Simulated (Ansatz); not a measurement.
**Geometry relaxation, with input and output: Sb**

Sb (Fm-3m, 1 atom in the cell), computed with DFT, LDA, PAW with Ansatz's default frozen-core files, scalar-relativistic, no spin polarisation (Ansatz 0.2.0).

The structure was built on a prototype by a generator; it need not be a known phase. It belongs to a series of runs on one base structure; here: cell relaxed at zero pressure. Figures and captions count atoms from 1; the log counts them from 0 in places.

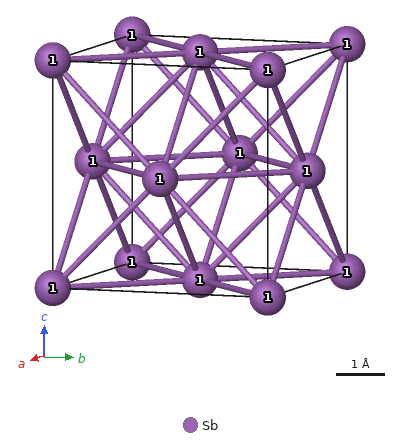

*The input geometry (ball-and-stick view of the cell 4 times as large as that of the calculation, set on its symmetry axes, seen slightly off an axis; atoms are numbered from 1 in the order of the input). An atom can appear more than once, as a periodic image.*

Near neighbours in the periodic cell (some may lie outside the picture): Sb has 12 Sb at 3.41 Å.

Summary

| quantity | value |
| --- | --- |
| outcome | converged |
| space group (tolerance 0.01 Å) | Fm-3m (225) |
| electrons treated | 15 |
| free energy | −6335.5451 eV |
| Fermi energy | 12.108 eV |
| pressure | −0.01 GPa |
| final volume | 25.76 Å³ |
| largest force (length of the vector) at the end | under 0.001 eV/Å |
| final cell | a = 3.315 Å, b = 3.315 Å, c = 3.315 Å, α = 60.00°, β = 60.00°, γ = 60.00° |
| hardware | 1 thread of Arm Neoverse V1, 24 GiB of memory available, shared host |
| wall time | 9.9 s |
| peak memory | 0.3 GiB |

Input
```yaml
crystal:
  lattice:
    - [0.0, 2.4101422642, 2.4101422642]
    - [2.4101422642, 0.0, 2.4101422642]
    - [2.4101422642, 2.4101422642, 0.0]
  atoms:
    - { symbol: Sb, position: [0.0, 0.0, 0.0] }
kpoints:
  mp_grid: { grid: [15, 15, 15] }
scf:
  occupations: { method: fermi_dirac, width: 0.1 }
hamiltonian:
  xc: lda
  pseudopotentials: { kind: paw }
output:
  forces: true
  stress: true
  write_density: true
  write_potential: true
  elf: true
  volumetric_format: npy
relax:
  f_tol: 0.005
  max_steps: 40
  cell: {}
```

Run as:
```bash
ansatz run input.yaml --threads 1 --pin off --max-ram 2048MiB --backend cpu --events-out ev --progress --plain --runs-dir out
```

What the program printed
```
Engine: ansatz 0.2.0, aarch64-unknown-linux-gnu
Pseudopotentials: kind: paw
Pseudopotential: Sb, paw, valence charge 15, recommended cutoff 420 eV (normal), Sb.paw.azcp
Functional definition: SPW92
  exchange = slater_x
  correlation = pw_c
Crystal: 1 atoms, lattice volume = 28.000 Å³
Basis set: ecut = 420 eV, 537 PW (Γ)
Bands: 12, of which v1, the nominal top of the filled ones, is band 8 counted from 1 (7 counted from 0)
Symmetry: 48 space group operations
Space group: Fm-3m (ITA 225), of the structure as read, at distance tolerance 3.0e-5 Å
k-points: 120 of 3375
Non-local potential: Sb, projectors of the file, l = 0: 2, l = 1: 2, l = 2: 2, l = 3: 2
PAW form: soft (Blöchl's): semilocal exchange-correlation on the pseudo side does not see the compensation charge
PAW frozen core: Sb, regenerated for the run's functional, and the local potential with it (the file was generated under x = pbe(κ = 0.804, μ = 0.2195149727645171), c = pbe(β = 0.06672455060314922))
PAW one-centre angular grid: Sb, 590 points (default); XC on 64 Gauss nodes
Initial density: superposition of atomic densities (neutral atoms: chi_scale 0, normalization atom), corrected by the library's trained network
Initial wavefunctions: pseudopotential atomic-orbital guess
Functional: x = slater, c = lda
SCF iter   1: F=—  HF=-6335.510944 eV  |F-HF|=—  |Δ(HF+E_count)|=         —  Δρ=6.33e-3  dr2=4.54e-3  ethr=1.77e-3  ⟨swp⟩=5.0  Hψ=8390  notcnv=0
preconditioner: auto → none  [metal: Δε(μ)=0.071 eV  Ē_g=12.366 eV  σ=0.100 eV  W_gap=0.18  n_scr=8 (ndim 8)  ℏωp=15.7 eV  f_vac=0.000  D(μ)=0.64/eV (n_scr^D=0)  sad-step TF]
SCF iter   2: F=—  HF=-6335.508812 eV  |F-HF|=—  |Δ(HF+E_count)|=   2.13e-3  Δρ=3.59e-3  dr2=1.50e-3  ethr=3.03e-5  ⟨swp⟩=1.6  Hψ=2501  notcnv=0
SCF iter   3: F=—  HF=-6335.508239 eV  |F-HF|=—  |Δ(HF+E_count)|=   5.73e-4  Δρ=6.77e-4  dr2=1.09e-4  ethr=1.00e-5  ⟨swp⟩=2.0  Hψ=2013  notcnv=0
SCF iter   4: F=—  HF=-6335.508167 eV  |F-HF|=—  |Δ(HF+E_count)|=   7.28e-5  Δρ=1.22e-4  dr2=2.09e-6  ethr=7.26e-7  ⟨swp⟩=2.0  Hψ=2300  notcnv=0
SCF iter   5: F=—  HF=-6335.508165 eV  |F-HF|=—  |Δ(HF+E_count)|=   1.87e-6  Δρ=1.44e-5  dr2=5.01e-8  ethr=1.39e-8  ⟨swp⟩=2.0  Hψ=2318  notcnv=0
SCF iter   6: F=-6335.508165 eV  HF=-6335.508165 eV  |F-HF|=1.12e-8  |Δ(HF+E_count)|=   2.97e-8  Δρ=6.04e-6  dr2=8.81e-9  ethr=3.34e-10  ⟨swp⟩=5.4  Hψ=7364  notcnv=0
SCF 1 converged in 6 iterations: F = -6335.508165 eV  dr2 = 8.81e-9
  greatest PAW one-centre occupation: 0.998 electrons in one spin orbital (limit 2), on the Sb atom at site 0 (counted from 0), in its partial waves of l = 2
relax step   1: F+E_penalty+E_count = -6335.50816476 eV  Δ(F+E_penalty+E_count) = +0.000e0 eV  max|allowed force component| = 0.000e0 eV/Å  Δτ_max = 0.0000 Å  P = -4.878 GPa  Ω = 28.000 Å³  (6 SCF iters, dr2 threshold 1.00e-7 eV, accepted)
Crystal: 1 atoms, lattice volume = 25.077 Å³
Basis set: ecut = 420 eV, 531 PW (Γ)
Initial density: handed on by an earlier stage of this run
Initial wavefunctions: those handed on with the density
iter 1 solved again at ethr=1.72e-6 eV; its pass at ethr=3.10e-3 eV (dr2=2.59e-4 eV) is discarded
SCF iter   1: F=—  HF=-6335.541721 eV  |F-HF|=—  |Δ(HF+E_count)|=         —  Δρ=1.32e-3  dr2=2.61e-4  ethr=1.72e-6  ⟨swp⟩=2.6  Hψ=13533  notcnv=0
preconditioner: auto → none  [metal: Δε(μ)=0.036 eV  Ē_g=13.074 eV  σ=0.100 eV  W_gap=0.09  n_scr=8 (ndim 8)  ℏωp=16.6 eV  f_vac=0.000  D(μ)=0.61/eV (n_scr^D=0)]
SCF iter   2: F=—  HF=-6335.541771 eV  |F-HF|=—  |Δ(HF+E_count)|=   4.97e-5  Δρ=6.24e-4  dr2=5.42e-5  ethr=1.72e-6  ⟨swp⟩=1.0  Hψ=1440  notcnv=0
SCF iter   3: F=—  HF=-6335.541798 eV  |F-HF|=—  |Δ(HF+E_count)|=   2.75e-5  Δρ=5.80e-5  dr2=6.30e-7  ethr=3.61e-7  ⟨swp⟩=1.3  Hψ=1513  notcnv=0
SCF iter   4: F=-6335.541798 eV  HF=-6335.541798 eV  |F-HF|=1.53e-9  |Δ(HF+E_count)|=   1.27e-7  Δρ=1.64e-5  dr2=2.38e-8  ethr=6.67e-10  ⟨swp⟩=8.2  Hψ=7674  notcnv=0
SCF 2 converged in 4 iterations: F = -6335.541798 eV  dr2 = 2.38e-8
relax step   2: F+E_penalty+E_count = -6335.54179832 eV  Δ(F+E_penalty+E_count) = -3.363e-2 eV  max|allowed force component| = 0.000e0 eV/Å  Δτ_max = 0.0000 Å  P = +1.970 GPa  Ω = 25.077 Å³  energy of the carried Pulay correction = +7.527e-4 eV  (4 SCF iters, dr2 threshold 1.00e-7 eV, accepted)
Crystal: 1 atoms, lattice volume = 25.853 Å³
iter 1 solved again at ethr=1.66e-7 eV; its pass at ethr=3.10e-3 eV (dr2=2.49e-5 eV) is discarded
SCF iter   1: F=—  HF=-6335.545547 eV  |F-HF|=—  |Δ(HF+E_count)|=         —  Δρ=3.87e-4  dr2=2.40e-5  ethr=1.66e-7  ⟨swp⟩=2.1  Hψ=13368  notcnv=0
preconditioner: auto → none  [metal: Δε(μ)=0.026 eV  Ē_g=12.872 eV  σ=0.100 eV  W_gap=0.07  n_scr=8 (ndim 8)  ℏωp=16.3 eV  f_vac=0.000  D(μ)=0.61/eV (n_scr^D=0)]
SCF iter   2: F=—  HF=-6335.545551 eV  |F-HF|=—  |Δ(HF+E_count)|=   4.37e-6  Δρ=1.86e-4  dr2=5.01e-6  ethr=1.60e-7  ⟨swp⟩=1.0  Hψ=1445  notcnv=0
SCF iter   3: F=-6335.545554 eV  HF=-6335.545554 eV  |F-HF|=2.84e-8  |Δ(HF+E_count)|=   2.54e-6  Δρ=1.72e-5  dr2=5.26e-8  ethr=6.67e-10  ⟨swp⟩=7.1  Hψ=7645  notcnv=0
SCF 3 converged in 3 iterations: F = -6335.545554 eV  dr2 = 5.26e-8
relax step   3: F+E_penalty+E_count = -6335.54555400 eV  Δ(F+E_penalty+E_count) = -3.756e-3 eV  max|allowed force component| = 0.000e0 eV/Å  Δτ_max = 0.0000 Å  P = -0.273 GPa  Ω = 25.853 Å³  energy of the carried Pulay correction = +5.449e-4 eV  (3 SCF iters, dr2 threshold 1.00e-7 eV, accepted)
Crystal: 1 atoms, lattice volume = 25.756 Å³
iter 1 solved again at ethr=6.87e-9 eV; its pass at ethr=3.10e-3 eV (dr2=1.03e-6 eV) is discarded
SCF iter   1: F=—  HF=-6335.545666 eV  |F-HF|=—  |Δ(HF+E_count)|=         —  Δρ=3.30e-5  dr2=2.04e-7  ethr=6.87e-9  ⟨swp⟩=3.0  Hψ=12245  notcnv=0
preconditioner: auto → none  [metal: Δε(μ)=0.025 eV  Ē_g=12.897 eV  σ=0.100 eV  W_gap=0.06  n_scr=8 (ndim 8)  ℏωp=16.4 eV  f_vac=0.000  D(μ)=0.61/eV (n_scr^D=0)]
SCF iter   2: F=-6335.545666 eV  HF=-6335.545666 eV  |F-HF|=6.96e-9  |Δ(HF+E_count)|=   1.12e-8  Δρ=1.62e-5  dr2=4.51e-8  ethr=6.67e-10  ⟨swp⟩=6.1  Hψ=7070  notcnv=0
SCF 4 converged in 2 iterations: F = -6335.545666 eV  dr2 = 4.51e-8
relax step   4: F+E_penalty+E_count = -6335.54566629 eV  Δ(F+E_penalty+E_count) = -1.123e-4 eV  max|allowed force component| = 0.000e0 eV/Å  Δτ_max = 0.0000 Å  P = -0.011 GPa  Ω = 25.756 Å³  energy of the carried Pulay correction = +5.706e-4 eV  (2 SCF iters, dr2 threshold 1.00e-7 eV, accepted)
Initial wavefunctions: pseudopotential atomic-orbital guess (no wavefunctions were taken with the density)
iter 1 solved again at ethr=3.65e-7 eV; its pass at ethr=3.10e-3 eV (dr2=5.47e-5 eV) is discarded
SCF iter   1: F=—  HF=-6335.545051 eV  |F-HF|=—  |Δ(HF+E_count)|=         —  Δρ=9.73e-5  dr2=3.29e-7  ethr=3.65e-7  ⟨swp⟩=2.8  Hψ=11837  notcnv=0
SCF iter   2: F=—  HF=-6335.545051 eV  |F-HF|=—  |Δ(HF+E_count)|=   3.39e-7  Δρ=4.78e-5  dr2=7.59e-8  ethr=2.19e-9  ⟨swp⟩=1.3  Hψ=1485  notcnv=0
SCF iter   3: F=—  HF=-6335.545051 eV  |F-HF|=—  |Δ(HF+E_count)|=   6.74e-8  Δρ=1.07e-6  dr2=1.25e-10  ethr=5.06e-10  ⟨swp⟩=1.3  Hψ=1532  notcnv=0
SCF iter   4: F=—  HF=-6335.545051 eV  |F-HF|=—  |Δ(HF+E_count)|=  8.64e-11  Δρ=3.38e-7  dr2=1.23e-11  ethr=1.00e-12  ⟨swp⟩=6.6  Hψ=6653  notcnv=0
SCF iter   5: F=-6335.545051 eV  HF=-6335.545051 eV  |F-HF|=0.00e0  |Δ(HF+E_count)|=  2.73e-12  Δρ=3.17e-8  dr2=1.42e-13  ethr=1.00e-12  ⟨swp⟩=5.0  Hψ=4913  notcnv=0
SCF 5 converged in 5 iterations: F = -6335.545051 eV  dr2 = 1.42e-13
relax step   5: F+E_penalty+E_count = -6335.54505064 eV  Δ(F+E_penalty+E_count) = +6.157e-4 eV  max|allowed force component| = 0.000e0 eV/Å  Δτ_max = 0.0000 Å  P = -0.010 GPa  Ω = 25.756 Å³  stress off target by 1.03e-2 GPa  SCF on the basis re-selected at this cell (its energy is not comparable with the rows above)  (5 SCF iters)
```

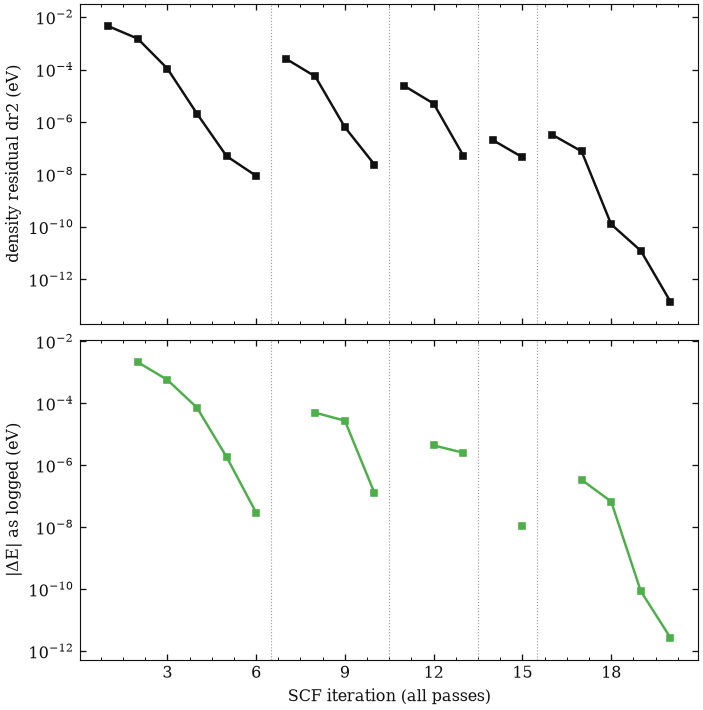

*Convergence of the self-consistent field: density residual dr2 and size of the energy change against the SCF iteration. The dotted lines part the SCF passes of the relaxation: geometry steps, rejected trials and re-solves on a re-selected basis.*

The 5 passes take 2 to 6 iterations each, 20 in all.

```
basis re-selected at this cell: Δ(F+E_penalty+E_count) = +6.157e-4 eV, ΔP = +0.001 GPa vs the last step (what re-selecting the basis moved, of the pressure what is left beyond the Pulay correction that the steps carried, after the strain that the cell walked since its last selection, with what the two solves' SCF thresholds leave and, on support functions, any second-order correction that the steps lacked; it is no measure of the basis error at this ecutwfc). This SCF's stress stands 1.03e-2 GPa from its target on what of the cell is left free (relax.cell.stress_tol is 5.00e-2 GPa) and its largest allowed force component is 0.00e0 eV/Å (relax.f_tol is 5.00e-3 eV/Å): within both
SCF converged after 5 iterations
Free energy (F): -6335.545051 eV
Harris-Foulkes:  -6335.545051 eV  (|F-HF|=0.00e0)
Internal energy: -6335.524589 eV  (E = F + TS)
E sigma→0 (E₀):  -6335.534820 eV
Entropy (-TS):   -0.020462 eV (-20.462 meV/atom)
Fermi energy:    12.108442 eV
--- Per-component energies (eV) ---
  E_band       = -137.782889
  E_kinetic    = 208.756850
  E_local      = -1403.470394  (includes V_loc(G=0)·N_el)
  E_nonlocal   = 365.648236
  E_hartree    = 641.429610
  E_xc         = -138.495088
  E_vxc        = -98.102162  (∫ρ·V_xc dr)
  E_paw        = -4425.604439  (= ΣΔE_a)
  E_vpaw       = -493.474621  (= ΣTr[D̂ρ^β])
  E_aug_tail   = -0.000002  (compensation charges beyond the density's cutoff)
  E_ewald      = -1584.348186
  E_core_change = 0.558824  (= ΣΔE_core)
  E_smearing   = -0.020462  (= −TS)
  E_closure    = -0.000000  (closes the sum)
  Σ components = -6335.545051   (vs F -6335.545051, Δ=0.00e0)
--- Forces (eV/Å), atoms counted from 1 ---
  atom   1  Sb    -0.00000000     0.00000000    -0.00000000
  max |Σ_I F_I| component: 9.86e-31 eV/Å
--- Stress (GPa, compression-positive) ---
       -0.010334       0.000000       0.000000
        0.000000      -0.010334      -0.000000
        0.000000      -0.000000      -0.010334
  P = ⅓ Tr σ = -0.0103 GPa (-0.103 kbar)
--- Band table (eV; the first three rows and the last of 120) ---
  k-point 0: bands = ["-17.1284", "-17.1284", "-17.1284", "-17.0825", "-17.0825", "-1.2360", "17.6230", "17.6230", "17.6230", "22.3689", "22.8600", "22.8600"]
  k-point 1: bands = ["-17.1279", "-17.1262", "-17.1262", "-17.0825", "-17.0825", "-1.1444", "16.7410", "17.5008", "17.5008", "21.5915", "23.0766", "23.0766"]
  k-point 2: bands = ["-17.1266", "-17.1208", "-17.1208", "-17.0813", "-17.0813", "-0.8705", "14.8691", "17.1964", "17.1964", "21.1092", "23.5730", "23.5730"]
  k-point 119: bands = ["-17.1166", "-17.1029", "-17.0921", "-17.0618", "-17.0242", "4.6173", "8.5877", "8.8869", "10.7871", "21.2698", "23.1670", "24.0619"]
--- Relaxed structure (4 steps of the walk, 4 accepted, 1 SCFs on fresh bases) ---
  F+E_penalty+E_count = -6335.54505064 eV   max|allowed force component| = 0.000e0 eV/Å   (the final SCF, on the basis selected at the relaxed cell)
  cell:  # Å, volume = 25.7561 Å³
    - [-2.0381488131582358e-34, 2.3439587857114748, 2.3439587857114748]
    - [2.3439587857114748, -3.923436465329604e-33, 2.3439587857114748]
    - [2.3439587857114748, 2.3439587857114748, -2.598639736776751e-33]
  atoms:
    - { symbol: Sb, position: [0.0, 0.0, 0.0] }
```

File rho_z.tsv
```
# z_ang	rho[e/angstrom^3]
# format = ansatz-planar-average/11
# lattice	-0.000000000	2.343958786	2.343958786
# lattice	2.343958786	-0.000000000	2.343958786
# lattice	2.343958786	2.343958786	-0.000000000
# sites	1
# site	51	0.000000000	0.000000000	0.000000000
0.000000	1.571813e0
0.138119	1.478855e0
0.276238	1.239023e0
0.414357	9.424751e-1
0.552476	6.744097e-1
0.690595	4.766551e-1
0.828715	3.480605e-1
0.966834	2.678600e-1
1.104953	2.162995e-1
1.243072	1.818384e-1
1.381191	1.593515e-1
1.519310	1.466363e-1
1.657429	1.425378e-1
1.795548	1.466363e-1
1.933667	1.593515e-1
2.071786	1.818384e-1
2.209906	2.162995e-1
2.348025	2.678600e-1
2.486144	3.480605e-1
2.624263	4.766551e-1
2.762382	6.744097e-1
2.900501	9.424751e-1
3.038620	1.239023e0
3.176739	1.478855e0
```

File v_z.tsv
```
# z_ang	v_es[eV]	v_tot[eV]
# format = ansatz-planar-average/11
# xc	lda
# density_cutoff_ev	1680
# datasets	Sb=:simpson_from_first_knot:soft:shift=-2821947
# lattice	-0.000000000	2.343958786	2.343958786
# lattice	2.343958786	-0.000000000	2.343958786
# lattice	2.343958786	2.343958786	-0.000000000
# sites	1
# site	51	0.000000000	0.000000000	0.000000000
0.000000	2.020489e0	-1.102805e1
0.138119	2.146263e0	-1.081640e1
0.276238	2.524268e0	-1.018458e1
0.414357	3.158075e0	-9.144887e0
0.552476	4.055530e0	-7.724858e0
0.690595	5.224889e0	-5.969138e0
0.828715	6.652926e0	-3.948410e0
0.966834	8.265009e0	-1.784518e0
1.104953	9.891709e0	3.233630e-1
1.243072	1.129696e1	2.120794e0
1.381191	1.228739e1	3.399736e0
1.519310	1.282665e1	4.114405e0
1.657429	1.299293e1	4.339432e0
1.795548	1.282665e1	4.114405e0
1.933667	1.228739e1	3.399736e0
2.071786	1.129696e1	2.120794e0
2.209906	9.891709e0	3.233630e-1
2.348025	8.265009e0	-1.784518e0
2.486144	6.652926e0	-3.948410e0
2.624263	5.224889e0	-5.969138e0
2.762382	4.055530e0	-7.724858e0
2.900501	3.158075e0	-9.144887e0
3.038620	2.524268e0	-1.018458e1
3.176739	2.146263e0	-1.081640e1
```

Trajectory as extended XYZ (Å, eV, eV/Å), 5 frames, from step=1 to step=5
```
1
Lattice="0.0000 2.4101 2.4101 2.4101 0.0000 2.4101 2.4101 2.4101 0.0000" Properties=species:S:1:pos:R:3:forces:R:3 step=1 energy=-6335.50817 pressure_GPa=-4.88
Sb    0.0000    0.0000    0.0000    0.0000   0.0000   0.0000
1
Lattice="0.0000 2.3232 2.3232 2.3232 0.0000 2.3232 2.3232 2.3232 0.0000" Properties=species:S:1:pos:R:3:forces:R:3 step=2 energy=-6335.54180 pressure_GPa=1.97
Sb    0.0000    0.0000    0.0000    0.0000   0.0000   0.0000
1
Lattice="0.0000 2.3469 2.3469 2.3469 0.0000 2.3469 2.3469 2.3469 0.0000" Properties=species:S:1:pos:R:3:forces:R:3 step=3 energy=-6335.54555 pressure_GPa=-0.27
Sb    0.0000    0.0000    0.0000    0.0000   0.0000   0.0000
1
Lattice="0.0000 2.3440 2.3440 2.3440 0.0000 2.3440 2.3440 2.3440 0.0000" Properties=species:S:1:pos:R:3:forces:R:3 step=4 energy=-6335.54567 pressure_GPa=-0.01
Sb    0.0000    0.0000    0.0000    0.0000   0.0000   0.0000
1
Lattice="0.0000 2.3440 2.3440 2.3440 0.0000 2.3440 2.3440 2.3440 0.0000" Properties=species:S:1:pos:R:3:forces:R:3 step=5 energy=-6335.54505 pressure_GPa=-0.01
Sb    0.0000    0.0000    0.0000    0.0000   0.0000   0.0000
```

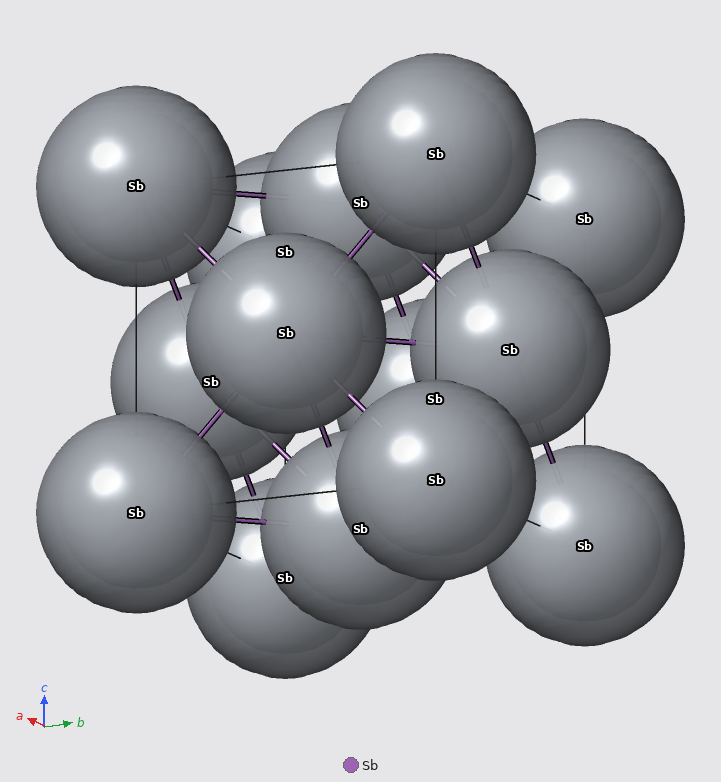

*Isosurface of the ELF at 0.4 (grey), seen at an oblique angle. Only the valence region is drawn (cores and ρ < 0.01 e/Å³ removed). Sticks mark near contacts. The outline is the cell set on symmetry axes.*

Values along the shortest contacts: Sb–Sb (3.31 Å): the ELF is about 0.30 at the midpoint; no localised pair between them. Core electrons are frozen (PAW), so the fields are smoothed inside the atomic spheres.

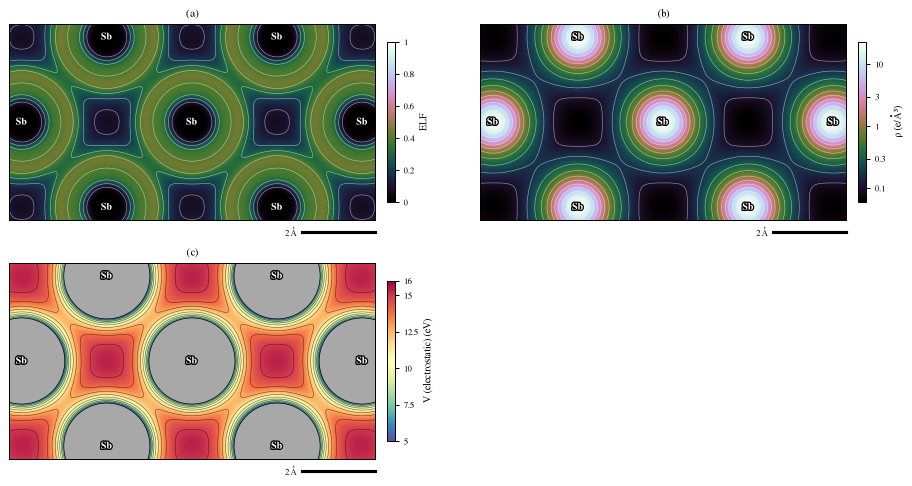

*(a) ELF; (b) valence charge density (pseudo); (c) electrostatic potential (local pseudopotential plus Hartree) felt by an electron on the (001) plane of the conventional cell. Grey discs, where drawn, cover atomic cores.*

The section cuts through Sb sites. Sb–Sb (3.31 Å): the density is about 0.17 e/Å³ at the midpoint; the ELF is about 0.30 at the midpoint (no localised pair between them). Away from the nuclei the density in this plane falls to 0.06 e/Å³ at its lowest. Outside the cores the potential energy rises away from the atoms and is highest about 2.3 Å from the nearest atoms; outside the discs it spans about 9 eV, and its zero is arbitrary.
